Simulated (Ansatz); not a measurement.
Given this structure:

```cif
data_structure
_symmetry_space_group_name_H-M 'P 1'
_symmetry_Int_Tables_number 1
_cell_length_a 9.4745
_cell_length_b 9.4745
_cell_length_c 9.4745
_cell_angle_alpha 109.471
_cell_angle_beta 109.471
_cell_angle_gamma 109.471
_cell_volume 654.70
loop_
_atom_site_label
_atom_site_type_symbol
_atom_site_fract_x
_atom_site_fract_y
_atom_site_fract_z
_atom_site_occupancy
Si1 Si 0.50259 0.00043 0.25460 1
Si2 Si 0.25281 0.00043 0.50625 1
Si3 Si 0.00175 0.00057 0.74402 1
Si4 Si 0.74905 0.74835 0.25422 1
Si5 Si 0.74786 0.00045 0.00868 1
Si6 Si 0.50174 0.75137 0.50649 1
Si7 Si 0.25017 0.74987 0.75533 1
Si8 Si 0.00125 0.50219 0.25467 1
Si9 Si 0.00104 0.74760 0.00815 1
Si10 Si 0.75147 0.50052 0.50607 1
Si11 Si 0.49948 0.49866 0.75285 1
Si12 Si 0.25373 0.25313 0.26071 1
Si13 Si 0.25145 0.50045 0.00598 1
Si14 Si 0.00113 0.25248 0.50631 1
Si15 Si 0.75074 0.24940 0.75549 1
Si16 Si 0.50088 0.25101 0.00591 1
Si17 Si 0.75078 0.25023 0.50576 1
Si18 Si 0.50128 0.25058 0.75596 1
Si19 Si 0.24894 0.24849 0.00248 1
Si20 Si 0.00079 0.00040 0.49562 1
Si21 Si 0.00097 0.25326 0.25687 1
Si22 Si 0.75391 0.00037 0.75527 1
Si23 Si 0.49720 0.00040 0.00367 1
Si24 Si 0.25115 0.75029 0.50583 1
Si25 Si 0.25377 0.00045 0.25692 1
Si26 Si 0.00082 0.75251 0.75451 1
Si27 Si 0.74807 0.74756 0.00399 1
Si28 Si 0.50415 0.50367 0.50698 1
Si29 Si 0.50101 0.75067 0.25603 1
Si30 Si 0.25150 0.50061 0.75609 1
Si31 Si 0.00088 0.49703 0.00372 1
Si32 Si 0.75134 0.50028 0.25599 1
Fe1 Fe 0.00000 0.00000 0.00000 1
```

> Give a crystallographic description of this input.

Formula: FeSi₃₂. The cell comprises 1 formula unit: 1 Fe, 32 Si. The neighbours of Fe are ten Si at 2.42 to 2.79 Å. The bonds build a three-dimensional framework.

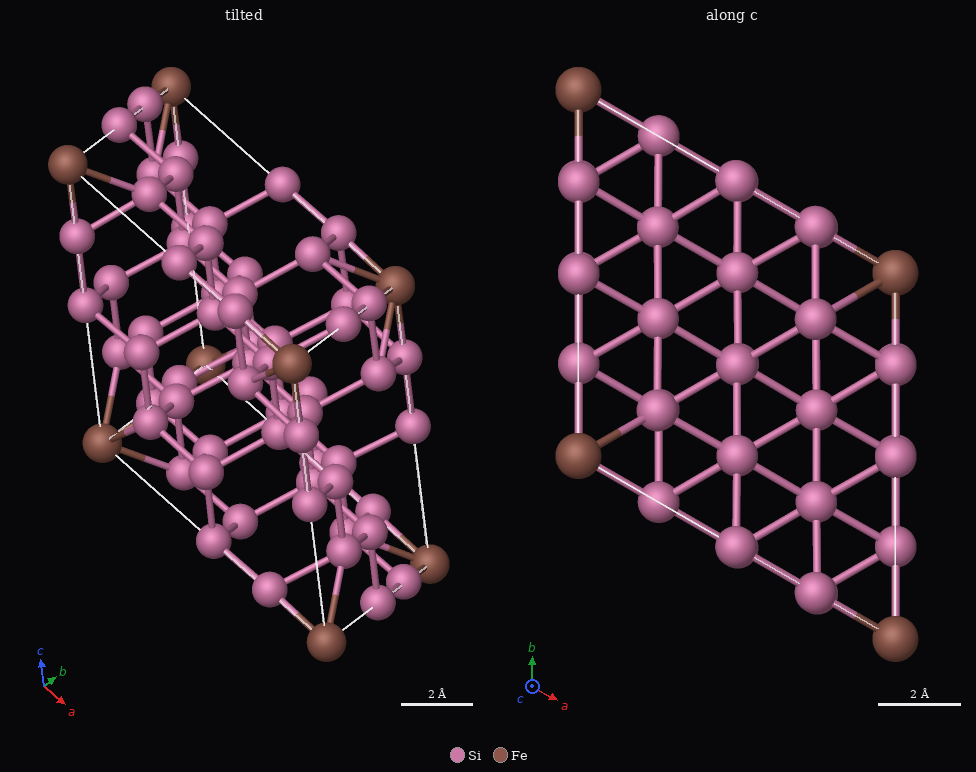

A ball-and-stick rendering, viewed slightly off an axis and along the c axis. Atoms at the boundary of the simulation cell (the box) are drawn once for each face, edge or corner they touch.

The structure was taken from a structure listed in the Materials Project, repeated into a supercell with a point defect put in. The cell was then strained or its atoms displaced on purpose. The atoms were relaxed in a fixed cell with DFT PBE, scalar-relativistic, plane waves, PAW (Ansatz 0.2.0).
